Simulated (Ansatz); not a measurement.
# Single-point calculation of MoS2 (part 2 of 2)

The same run, continued: MoS2 (6 atoms in the cell); DFT, HSE06, plane waves, PAW, no spin polarisation (Ansatz 0.2.0); cutoff 420 eV, 6×6×2 k-mesh, fixed occupations. The structure derives from an entry of the Crystallography Open Database. The geometry comes from this level: r2scan-rvv10.

Geometry of the input (Å; fractional positions):
```
3.1730  0.0000  0.0000
-1.5865  2.7479  0.0000
0.0000  0.0000  12.4359
Mo 0.3333  0.6667  0.2500
Mo 0.6667  0.3333  0.7500
S  0.3333  0.6667  0.6249
S  0.6667  0.3333  0.1249
S  0.3333  0.6667  0.8751
S  0.6667  0.3333  0.3751
```

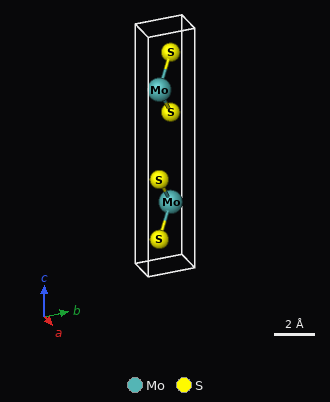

Fig. 1: The structure as given in the input (ball-and-stick view of the cell of the calculation, seen slightly off an axis). An atom can appear more than once, as a periodic image.

### Output, continued
```
SCF iter   1: F=—  HF=-13531.630358 eV  |F-HF|=—  |Δ(HF+E_count)|=         —  Δρ=1.08e-2  dr2=2.51e-1  ethr=1.57e-6  ⟨swp⟩=6.6  Hψ=2216  notcnv=0
preconditioner: auto → none  [insulator: Δε(μ)=1.449 eV  Ē_g=9.072 eV  n_scr=26 (ndim 8)  ℏωp=21.4 eV  f_vac=0.019]
SCF iter   2: F=—  HF=-13531.670649 eV  |F-HF|=—  |Δ(HF+E_count)|=   4.03e-2  Δρ=1.24e-2  dr2=5.56e-1  ethr=1.57e-6  ⟨swp⟩=6.0  Hψ=2073  notcnv=0  recentre
SCF iter   3: F=—  HF=-13531.580903 eV  |F-HF|=—  |Δ(HF+E_count)|=   8.97e-2  Δρ=3.43e-3  dr2=1.78e-2  ethr=1.57e-6  ⟨swp⟩=5.4  Hψ=1958  notcnv=0
SCF iter   4: F=—  HF=-13531.595170 eV  |F-HF|=—  |Δ(HF+E_count)|=   1.43e-2  Δρ=1.99e-3  dr2=6.16e-3  ethr=1.57e-6  ⟨swp⟩=4.0  Hψ=1543  notcnv=0
SCF iter   5: F=—  HF=-13531.593847 eV  |F-HF|=—  |Δ(HF+E_count)|=   1.32e-3  Δρ=5.18e-4  dr2=2.20e-4  ethr=1.57e-6  ⟨swp⟩=4.0  Hψ=1400  notcnv=0
SCF iter   6: F=—  HF=-13531.594724 eV  |F-HF|=—  |Δ(HF+E_count)|=   8.77e-4  Δρ=2.94e-4  dr2=2.01e-4  ethr=2.17e-7  ⟨swp⟩=3.9  Hψ=1341  notcnv=0
SCF iter   7: F=-13531.594684 eV  HF=-13531.594684 eV  |F-HF|=1.20e-7  |Δ(HF+E_count)|=   3.98e-5  Δρ=2.87e-5  dr2=5.99e-6  ethr=2.17e-7  ⟨swp⟩=3.0  Hψ=1107  notcnv=0
SCF 2 stopped early in 7 iterations: F = -13531.594684 eV  dr2 = 5.99e-6
  Residual-converged pass: ⟨swp⟩=4.3  Hψ=1551  notcnv=0  max |occ|·‖R‖ = 6.5e-6 eV (tolerance 6.7e-6 eV)  dr2=5.99e-6  dr2_onsite=4.33e-8  max |Δocc| = 0.0e0
hybrid outer 1: dexx = +2.318e-2 eV, tail = 3.59e-5 eV
Exchange kernel: α = 0.2500, screened, ω = 0.2079 Å⁻¹, Wigner–Seitz truncation, v(0) = 1044.3846 eV·Å³, q-mesh 6×6×2, nearest image of the exchange supercell L = 19.04 Å, pair-density grid 15×15×54, without the augmentation charges, whose exchange is taken in its separable form by FFT convolution over the k-point mesh (sized by the pseudopotential files, 20×20×90 at the most), smooth part of the exact exchange by density-matrix convolution
Frozen-core exchange: fock
SCF iter   1: F=—  HF=-13531.594705 eV  |F-HF|=—  |Δ(HF+E_count)|=         —  Δρ=6.95e-5  dr2=2.61e-6  ethr=3.46e-7  ⟨swp⟩=3.1  Hψ=1102  notcnv=0
preconditioner: auto → none  [insulator: Δε(μ)=1.477 eV  Ē_g=8.960 eV  n_scr=26 (ndim 8)  ℏωp=21.4 eV  f_vac=0.020]
SCF iter   2: F=—  HF=-13531.594705 eV  |F-HF|=—  |Δ(HF+E_count)|=   5.82e-7  Δρ=1.97e-5  dr2=6.34e-7  ethr=4.24e-9  ⟨swp⟩=3.5  Hψ=1169  notcnv=0
SCF iter   3: F=—  HF=-13531.594710 eV  |F-HF|=—  |Δ(HF+E_count)|=   4.90e-6  Δρ=1.63e-5  dr2=2.39e-7  ethr=1.68e-10  ⟨swp⟩=4.9  Hψ=1575  notcnv=0
SCF iter   4: F=—  HF=-13531.594710 eV  |F-HF|=—  |Δ(HF+E_count)|=   6.27e-8  Δρ=1.66e-6  dr2=1.39e-7  ethr=1.68e-10  ⟨swp⟩=3.1  Hψ=1248  notcnv=0
SCF iter   5: F=—  HF=-13531.594710 eV  |F-HF|=—  |Δ(HF+E_count)|=   6.00e-7  Δρ=6.01e-6  dr2=3.76e-8  ethr=2.27e-12  ⟨swp⟩=6.1  Hψ=1766  notcnv=0
SCF iter   6: F=—  HF=-13531.594710 eV  |F-HF|=—  |Δ(HF+E_count)|=   7.63e-8  Δρ=2.68e-6  dr2=8.64e-9  ethr=2.27e-12  ⟨swp⟩=5.4  Hψ=1598  notcnv=0  defer=2
SCF iter   7: F=-13531.594710 eV  HF=-13531.594710 eV  |F-HF|=8.26e-10  |Δ(HF+E_count)|=   1.10e-8  Δρ=5.98e-7  dr2=9.85e-10  ethr=2.27e-12  ⟨swp⟩=5.3  Hψ=1543  notcnv=0  defer=2
SCF 3 converged in 7 iterations: F = -13531.594710 eV  dr2 = 9.85e-10
  Residual-converged pass: ⟨swp⟩=2.4  Hψ=891  notcnv=0  max |occ|·‖R‖ = 7.7e-7 eV (tolerance 7.7e-7 eV)  dr2=9.88e-10  dr2_onsite=1.74e-11  max |Δocc| = 0.0e0
hybrid outer 2: dexx = +8.974e-6 eV, tail = 2.38e-8 eV, Δε = 2.82e-3 eV (about 6.89e-5 eV left of the loop's levels), ΔF = 2.15e-3 eV/Å (tail 4.95e-4)
hybrid SCF converged: 2 outer / 14 inner (+4 warm-up), last move |dexx| = 8.97e-6 eV, tail = 2.38e-8 eV
Stability not checked: this state was not tested for a lower state beside it, because the functional holds exact exchange (a hybrid, or Hartree-Fock), whose exchange loop this test does not read (fock_operator; see scf.lower_state_search)
Free energy (F): -13531.594711 eV
Frozen-core exchange: fock
Harris-Foulkes:  -13531.594711 eV  (|F-HF|=8.26e-10)
Internal energy: -13531.594711 eV  (E = F + TS)
E sigma→0 (E₀):  -13531.594711 eV
Fermi energy:    10.327105 eV
--- Per-component energies (eV) ---
  E_band       = -413.346641
  E_kinetic    = 1307.898389
  E_local      = -4010.494040  (includes V_loc(G=0)·N_el)
  E_nonlocal   = 394.032661
  E_hartree    = 1545.763221
  E_xc         = -607.129446
  E_vxc        = -646.508484  (∫ρ·V_xc dr)
  E_exx        = -128.821791  (= α·E_x^exact, valence–valence)
  E_paw        = -8827.769782  (= ΣΔE_a)
  E_vpaw       = -292.156842  (= ΣTr[D̂ρ^β])
  E_aug_tail   = 0.000076  (compensation charges beyond the density's cutoff)
  E_ewald      = -3203.822117
  E_core_change = -1.251883  (= ΣΔE_core)
  E_smearing   = -0.000000  (= −TS)
  E_closure    = 0.000000  (closes the sum)
  Σ components = -13531.594711   (vs F -13531.594711, Δ=0.00e0)
--- Forces (eV/Å), atoms counted from 1 ---
  atom   1  Mo     0.00000000    -0.00000000     0.00000000
  atom   2  Mo     0.00000000     0.00000000    -0.00000000
  atom   3  S     -0.00000000     0.00000000     0.40593166
  atom   4  S      0.00000000     0.00000000     0.40593166
  atom   5  S     -0.00000000    -0.00000000    -0.40593166
  atom   6  S      0.00000000    -0.00000000    -0.40593166
  max |Σ_I F_I| component: 1.11e-16 eV/Å
--- Stress (GPa, compression-positive) ---
       -2.805024       0.000000      -0.000000
        0.000000      -2.805024      -0.000000
       -0.000000      -0.000000      -1.498874
  P = ⅓ Tr σ = -2.3696 GPa (-23.696 kbar)
--- Band table (eV; the first three rows and the last of 14) ---
  k-point 0: bands = ["-55.2105", "-55.2105", "-27.9494", "-27.9492", "-27.6907", "-27.6907", "-27.6907", "-27.6907", "-6.2473", "-5.9943", "-4.8565", "-4.4311", "2.6794", "3.7146", "6.5171", "6.5767", "6.5767", "6.5904", "6.5904", "7.9062", "7.9062", "7.9517", "7.9517", "8.8420", "9.1432", "10.3271", "13.1556", "13.1556", "13.1816", "13.1816", "13.3373"]
  k-point 1: bands = ["-55.2105", "-55.2105", "-27.9493", "-27.9493", "-27.6907", "-27.6907", "-27.6907", "-27.6907", "-6.1368", "-6.1368", "-4.6303", "-4.6303", "3.1240", "3.1240", "6.5835", "6.5835", "6.5835", "6.5835", "7.4729", "7.4729", "7.9289", "7.9289", "7.9289", "7.9289", "10.0163", "10.0163", "13.1608", "13.1608", "13.1608", "13.1608", "13.4311"]
  k-point 2: bands = ["-55.1987", "-55.1987", "-27.9261", "-27.9259", "-27.8103", "-27.8103", "-27.7179", "-27.7179", "-5.8006", "-5.5547", "-4.6549", "-4.2797", "3.1653", "4.1642", "5.7114", "5.7712", "5.7767", "6.6555", "7.0296", "7.0641", "7.2730", "7.3319", "8.0139", "8.9238", "9.0536", "9.5074", "12.4797", "12.8727", "12.9199", "13.0656", "13.0875"]
  k-point 13: bands = ["-55.1574", "-55.1574", "-28.0330", "-28.0330", "-27.9968", "-27.9968", "-27.8435", "-27.8435", "-3.7135", "-3.7135", "-3.6508", "-3.6508", "3.4948", "3.4948", "4.3246", "4.3246", "5.0291", "5.0291", "5.3573", "5.3573", "6.4556", "6.4556", "7.0771", "7.0771", "9.6304", "9.6304", "11.8048", "11.8048", "13.4566", "13.4566", "14.0154"]
```

### File v_z.tsv
```
# z_ang	v_es[eV]	v_tot[eV]
# format = ansatz-planar-average/11
# xc	hse06
# density_cutoff_ev	1680
# datasets	Mo=:simpson_from_first_knot:soft:fock:shift=0	S=:simpson_from_first_knot:soft:fock:shift=0
# lattice	3.173019494	-0.000000000	0.000000000
# lattice	-1.586509747	2.747915489	0.000000000
# lattice	0.000000000	0.000000000	12.435905694
# sites	6
# site	42	0.000000000	1.831943659	3.108976423
# site	42	1.586509747	0.915971830	9.326929270
# site	16	0.000000000	1.831943659	7.771204169
# site	16	1.586509747	0.915971830	1.553251322
# site	16	0.000000000	1.831943659	10.882654372
# site	16	1.586509747	0.915971830	4.664701525
0.000000	1.530942e1	1.071499e1
0.138177	1.523421e1	1.051538e1
0.276353	1.499421e1	9.923693e0
0.414530	1.454183e1	9.011709e0
0.552707	1.379443e1	7.706291e0
0.690884	1.256843e1	5.796498e0
0.829060	1.060673e1	3.123256e0
0.967237	8.090453e0	-5.465966e-2
1.105414	5.694418e0	-3.055200e0
1.243591	3.977159e0	-5.367707e0
1.381767	2.969962e0	-6.899218e0
1.519944	2.442441e0	-7.782148e0
1.658121	2.225641e0	-8.143937e0
1.796297	2.277932e0	-8.044529e0
1.934474	2.672651e0	-7.496684e0
2.072651	3.370501e0	-6.688959e0
2.210828	3.766321e0	-6.308732e0
2.349004	3.002175e0	-7.197914e0
2.487181	8.351474e-1	-9.604180e0
2.625358	-2.106847e0	-1.286232e1
2.763535	-4.992051e0	-1.606618e1
2.901711	-7.237417e0	-1.856013e1
3.039888	-8.456813e0	-1.992154e1
3.178065	-8.456813e0	-1.992154e1
3.316242	-7.237417e0	-1.856013e1
3.454418	-4.992051e0	-1.606618e1
3.592595	-2.106847e0	-1.286232e1
3.730772	8.351474e-1	-9.604180e0
3.868948	3.002175e0	-7.197914e0
4.007125	3.766321e0	-6.308732e0
4.145302	3.370501e0	-6.688959e0
4.283479	2.672651e0	-7.496684e0
4.421655	2.277932e0	-8.044529e0
4.559832	2.225641e0	-8.143937e0
4.698009	2.442441e0	-7.782148e0
4.836186	2.969962e0	-6.899218e0
4.974362	3.977159e0	-5.367707e0
5.112539	5.694418e0	-3.055200e0
5.250716	8.090453e0	-5.465966e-2
5.388892	1.060673e1	3.123256e0
5.527069	1.256843e1	5.796498e0
5.665246	1.379443e1	7.706291e0
5.803423	1.454183e1	9.011709e0
5.941599	1.499421e1	9.923693e0
6.079776	1.523421e1	1.051538e1
6.217953	1.530942e1	1.071499e1
6.356130	1.523421e1	1.051538e1
6.494306	1.499421e1	9.923693e0
6.632483	1.454183e1	9.011709e0
6.770660	1.379443e1	7.706291e0
6.908836	1.256843e1	5.796498e0
7.047013	1.060673e1	3.123256e0
7.185190	8.090453e0	-5.465966e-2
7.323367	5.694418e0	-3.055200e0
7.461543	3.977159e0	-5.367707e0
7.599720	2.969962e0	-6.899218e0
7.737897	2.442441e0	-7.782148e0
7.876074	2.225641e0	-8.143937e0
8.014250	2.277932e0	-8.044529e0
8.152427	2.672651e0	-7.496684e0
8.290604	3.370501e0	-6.688959e0
8.428781	3.766321e0	-6.308732e0
8.566957	3.002175e0	-7.197914e0
8.705134	8.351474e-1	-9.604180e0
8.843311	-2.106847e0	-1.286232e1
8.981487	-4.992051e0	-1.606618e1
9.119664	-7.237417e0	-1.856013e1
9.257841	-8.456813e0	-1.992154e1
9.396018	-8.456813e0	-1.992154e1
9.534194	-7.237417e0	-1.856013e1
9.672371	-4.992051e0	-1.606618e1
9.810548	-2.106847e0	-1.286232e1
9.948725	8.351474e-1	-9.604180e0
10.086901	3.002175e0	-7.197914e0
10.225078	3.766321e0	-6.308732e0
10.363255	3.370501e0	-6.688959e0
10.501431	2.672651e0	-7.496684e0
10.639608	2.277932e0	-8.044529e0
10.777785	2.225641e0	-8.143937e0
10.915962	2.442441e0	-7.782148e0
11.054138	2.969962e0	-6.899218e0
11.192315	3.977159e0	-5.367707e0
11.330492	5.694418e0	-3.055200e0
11.468669	8.090453e0	-5.465966e-2
11.606845	1.060673e1	3.123256e0
11.745022	1.256843e1	5.796498e0
11.883199	1.379443e1	7.706291e0
12.021376	1.454183e1	9.011709e0
12.159552	1.499421e1	9.923693e0
12.297729	1.523421e1	1.051538e1
```

### Results in brief

| quantity | value |
| --- | --- |
| outcome | converged |
| space group (tolerance 0.01 Å) | P6₃/mmc (194) |
| electrons treated | 52 |
| free energy | −13531.5947 eV |
| Fermi energy | 10.327 eV |
| gap on the k-point mesh | 1.48 eV |
| pressure | −2.37 GPa |
| largest force (length of the vector) | 0.406 eV/Å |
| hardware | 4 threads of Arm Neoverse V1, 112 GiB of memory available, shared host |
| wall time | 32 s (CPU time 1.8 min) |
| peak memory | 1.7 GiB |

### Remarks

The program warns: the exchange loop's threshold is looser than advised for the stress; the SCF threshold is looser than advised for the printed stress.
